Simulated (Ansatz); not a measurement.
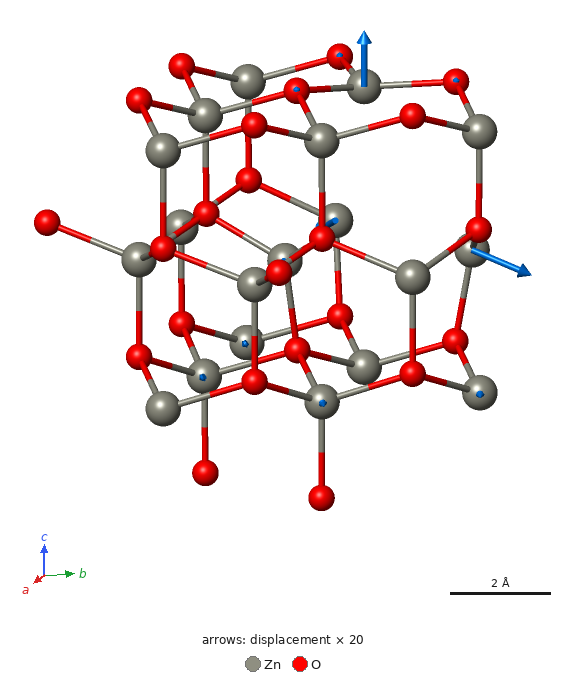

A relaxation of a defect cell of composition Zn$_{36}$O$_{35}$ (cell charge +2) (coarse preliminary run). The starting structure is drawn; blue arrows show the displacements, 20 times their true length.

A ball-and-stick model of the atoms within 5.0 Å of the atom that moves most (axes of the cell of the calculation), seen slightly off an axis.

Case: O vacancy (site b), charge +2, atoms relaxed at the host's cell.

Theory: DFT PBE, scalar-relativistic, plane waves, PAW in Ansatz 0.2.0. Settings: plane-wave cutoff 420 eV; k-point mesh 1 × 1 × 1; occupations gaussian; smearing width 0.01 eV; no spin polarisation; atoms relaxed in a fixed cell; force threshold 0.025 eV/Å; at most 45 steps.

> What did the optimiser do to the structure, and how much energy did it gain?

The largest moves, 0.066 Å, are those of Zn atoms. By element the largest moves are Zn 0.066 Å, O 0.005 Å. The cell stays as it was. Some distances before and after: O–Zn 1.923 → 1.916 Å. The energy falls by 33.1 meV per cell of the calculation in 2 accepted moves (3 points after the start). Largest force component: 0.25 eV/Å at the start, 0.019 eV/Å at the end. 1 step only repeated the SCF at the same geometry.

Limits of the set-up: the cell is charged, on a uniform background, and energies carry no finite-size correction.
